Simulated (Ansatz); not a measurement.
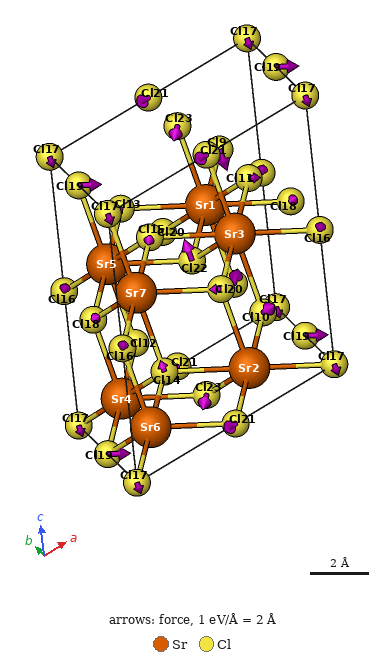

Starting geometry of a defect cell of composition Sr7Cl16 (cell charge −2) with the computed forces as purple arrows. Style: ball-and-stick. Shown: the cell of the calculation (origin shifted), slightly off an axis.

Theory: Ansatz 0.2.0, DFT, PBE, plane-wave PAW, default files, scalar-relativistic.

Input file:
```yaml
crystal:
  lattice:
    - [0.0, 6.971, 6.971]
    - [6.971, 0.0, 6.971]
    - [6.971, 6.971, 0.0]
  atoms:
    - { symbol: Sr, position: [0.0, 0.0, 0.5] }
    - { symbol: Sr, position: [0.0, 0.5, 0.0] }
    - { symbol: Sr, position: [0.0, 0.5, 0.5] }
    - { symbol: Sr, position: [0.5, 0.0, 0.0] }
    - { symbol: Sr, position: [0.5, 0.0, 0.5] }
    - { symbol: Sr, position: [0.5, 0.5, 0.0] }
    - { symbol: Sr, position: [0.5, 0.5, 0.5] }
    - { symbol: Cl, position: [0.125, 0.125, 0.125] }
    - { symbol: Cl, position: [0.125, 0.125, 0.625] }
    - { symbol: Cl, position: [0.125, 0.625, 0.125] }
    - { symbol: Cl, position: [0.125, 0.625, 0.625] }
    - { symbol: Cl, position: [0.625, 0.125, 0.125] }
    - { symbol: Cl, position: [0.625, 0.125, 0.625] }
    - { symbol: Cl, position: [0.625, 0.625, 0.125] }
    - { symbol: Cl, position: [0.625, 0.625, 0.625] }
    - { symbol: Cl, position: [0.375, 0.375, 0.375] }
    - { symbol: Cl, position: [0.375, 0.375, 0.875] }
    - { symbol: Cl, position: [0.375, 0.875, 0.375] }
    - { symbol: Cl, position: [0.375, 0.875, 0.875] }
    - { symbol: Cl, position: [0.875, 0.375, 0.375] }
    - { symbol: Cl, position: [0.875, 0.375, 0.875] }
    - { symbol: Cl, position: [0.875, 0.875, 0.375] }
    - { symbol: Cl, position: [0.875, 0.875, 0.875] }
total_charge: -2
kpoints:
  mp_grid: { grid: [3, 3, 3] }
scf:
  occupations: { method: fermi_dirac, width: 0.01 }
hamiltonian:
  xc: pbe
  pseudopotentials: { kind: paw }
output:
  forces: true
  stress: true
  populations: true
  efg:
    quadrupole_moments_barn: { Sr: 0.305, Cl: -0.08112 }
    contact_densities: true
relax:
  f_tol: 0.03
  max_steps: 40
```

Command:
```bash
ansatz run input.yaml --threads 1 --pin off --max-ram 3072MiB --backend cpu --events-out ev --progress --plain --runs-dir out
```

> What follows when this structure is relaxed?

It isn't relaxed: the largest force vector, on Cl atoms, is 0.42 eV/Å. The atoms end up moving mostly along the starting forces (cosine between the two patterns 0.99). The largest moves, 0.17 Å, are those of 8 atoms (Cl8, Cl9, Cl10, Cl12 and others). Cl22 goes along [−1 −1 3]. Sr stays in place. The cell doesn't change. Near-neighbour distances that change, for instance: Sr7–Cl11 3.019 → 2.953 Å, Sr1–Cl22 3.019 → 2.965 Å, Sr1–Cl11 3.019 → 3.041 Å. Bond angles that change, for instance: Sr4–Cl19–Sr5 109.5° → 112.4°. After 2 geometry steps the energy has fallen by 0.338 eV per cell of the calculation. The largest force component goes from 0.24 to 0.011 eV/Å.

Limits of the set-up: the cell is charged, on a uniform background, and energies carry no finite-size correction.
